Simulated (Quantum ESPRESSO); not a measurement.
# Energy of InP along an even scaling of the cell

System: InP (F-43m, 2 atoms in the cell).
Method: Kohn-Sham DFT of a periodic cell, PBEsol, PseudoDojo 0.4.1 SR PBEsol standard, no spin polarisation (Quantum ESPRESSO 7.5).

The 7 runs differ only in the geometry, by an even scaling of the cell at fixed fractional positions. The structure derives from an entry of the Crystallography Open Database.

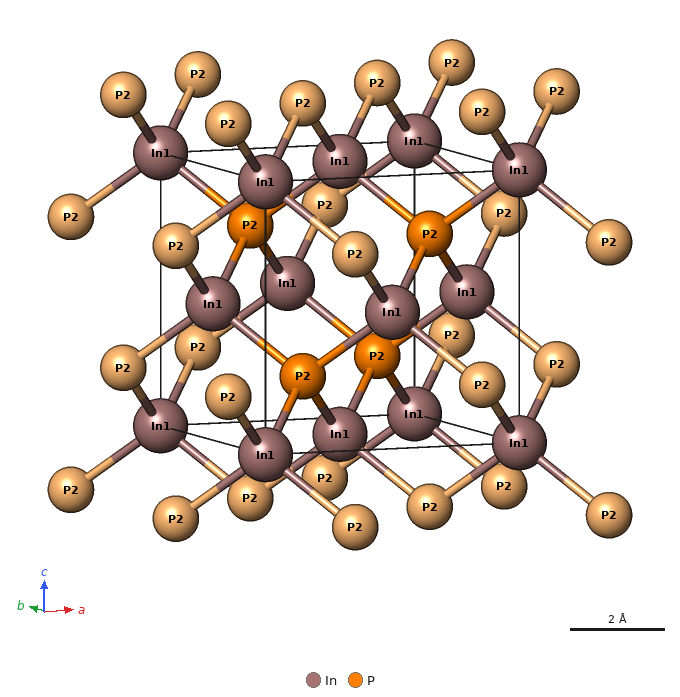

Figure 1. The structure of run 4 (ball-and-stick view of the cell 4 times as large as that of the calculation, set on its symmetry axes, seen slightly off an axis; neighbours outside the cell are drawn fainter; atoms are numbered from 1 in the order of the input).

**Input of run 4**
```
&CONTROL
  calculation = 'scf'
  prefix = 'pwscf'
  outdir = './tmp'
  pseudo_dir = './pseudo'
  tprnfor = .true.
  tstress = .true.
  disk_io = 'nowf'
/
&SYSTEM
  ibrav = 0
  nat = 2
  ntyp = 2
  ecutwfc = 70
  nbnd = 15
  occupations = 'smearing'
  smearing = 'fd'
  degauss = 0.00367493
/
&ELECTRONS
  conv_thr = 4d-10
  electron_maxstep = 120
  mixing_beta = 0.5
/
ATOMIC_SPECIES
In   114.8180 In.upf
P     30.9738 P.upf
CELL_PARAMETERS angstrom
   0.0000000000    2.9305000000    2.9305000000
   2.9305000000    0.0000000000    2.9305000000
   2.9305000000    2.9305000000    0.0000000000
ATOMIC_POSITIONS crystal
In     0.0000000000    0.0000000000    0.0000000000
P      0.7500000000    0.7500000000    0.7500000000
K_POINTS automatic
8 8 8 0 0 0
```

Command:
```bash
OMP_NUM_THREADS=1 pw.x -in pw.in > pw.out
```

Run 6 differs from it as follows:
```diff
-   0.0000000000    2.9305000000    2.9305000000
-   2.9305000000    0.0000000000    2.9305000000
-   2.9305000000    2.9305000000    0.0000000000
+   0.0000000000    2.9690636329    2.9690636329
+   2.9690636329    0.0000000000    2.9690636329
+   2.9690636329    2.9690636329    0.0000000000
```

**Results, with one run withheld**

| run | volume per atom (Å³) | free energy per atom, from the lowest run given (meV) | pressure (GPa) | gap on the mesh (eV) |
| --- | --- | --- | --- | --- |
| 1 | 23.657 | 28.88 | 5.67 | 0.95 |
| 2 | 24.160 | 13.99 | 3.83 | 0.83 |
| 3 | 24.663 | 4.59 | 2.18 | 0.72 |
| 4 | 25.167 | 0.10 | 0.70 | 0.61 |
| 5 | 25.670 | 0.00 | −0.62 | 0.51 |
| 6 | 26.173 | ? | ? | ? |
| 7 | 26.677 | 11.17 | −2.86 | 0.30 |

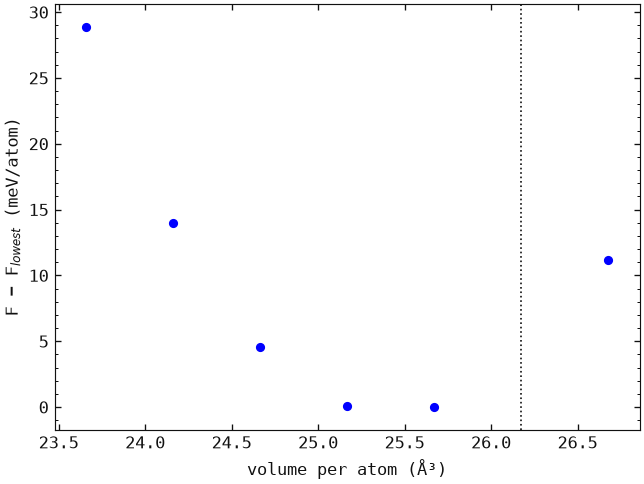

Figure 2. Free energy per atom of the runs given; the dotted line marks run 6.

Estimate the energy of run 6 from the others.

A cubic polynomial in V^(−2/3) (the Birch–Murnaghan form), fitted to the 6 runs given, misses them by under 0.01 meV per atom. With x = V^(−2/3) − 0.11707 Å⁻², it reads F = 1.3423 + 2547.4 x + 8.9923e+05 x² + 2.5505e+06 x³ (meV per atom). At run 6 it gives 3.82 meV per atom, and the run itself gives 3.83. The slope of the fit gives a pressure −dF/dV of −1.80 GPa there, and the run prints −1.80 GPa. The fit has its minimum at 25.428 Å³ per atom, where V d²F/dV² gives 66.5 GPa: the bulk modulus at this level, since symmetry fixes the shape and the positions. The gap on the mesh goes, without turning, from 0.95 eV in run 1 to 0.30 eV in run 7; run 6 has 0.40 eV. These are gaps of this functional on this mesh, which can miss the band edges; they aren't the measured gap.

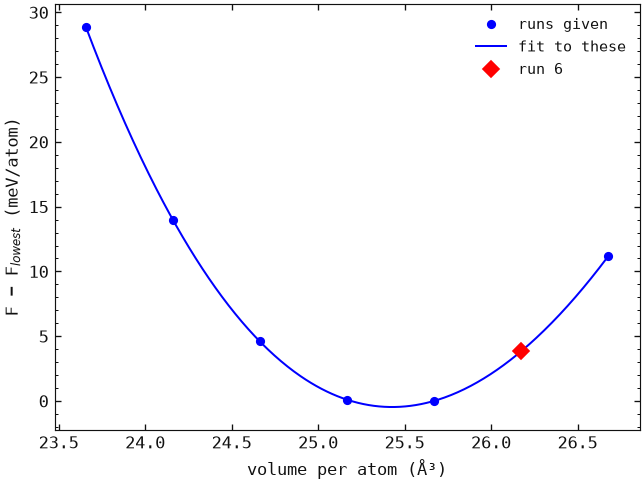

Figure 3. The fit and the withheld run.

**Some lines of the output (run 6)**
```
[...]
     unit-cell volume          =     353.2524 (a.u.)^3
     number of k points=    29  Fermi-Dirac smearing, width (Ry)=  0.0037
     total energy              =    -146.44641636 Ry
     total energy              =    -146.46662024 Ry
     total energy              =    -146.46711491 Ry
     total energy              =    -146.46716404 Ry
     total energy              =    -146.46717478 Ry
     total energy              =    -146.46717506 Ry
     total energy              =    -146.46717509 Ry
     the Fermi energy is     6.7815 ev
!    total energy              =    -146.46717509 Ry
     The total energy is F=E-TS. E is the sum of the following terms:
     Computing stress (Cartesian axis) and pressure
          total   stress  (Ry/bohr**3)                   (kbar)     P=      -18.03
```
